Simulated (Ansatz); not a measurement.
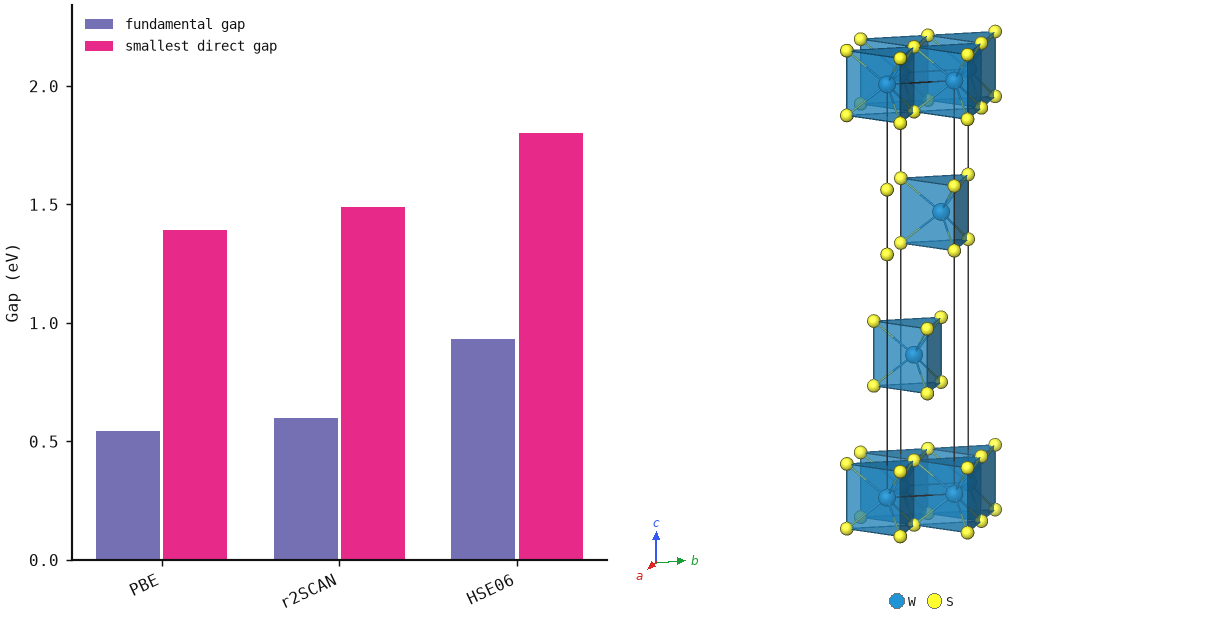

Gaps of WS2, space group R3m (No. 160), 3 atoms in the cell, 3R (MoS2) bulk type, hydrostatic strain +4.0%, at several levels of theory on one cell (Ansatz, plane waves and PAW; edges over the mesh and the special points).

**How does the gap depend on the level, and does its kind change?**

In rising order: PBE 0.54 eV, r2SCAN 0.60 eV and HSE06 0.93 eV. It is indirect at every level.
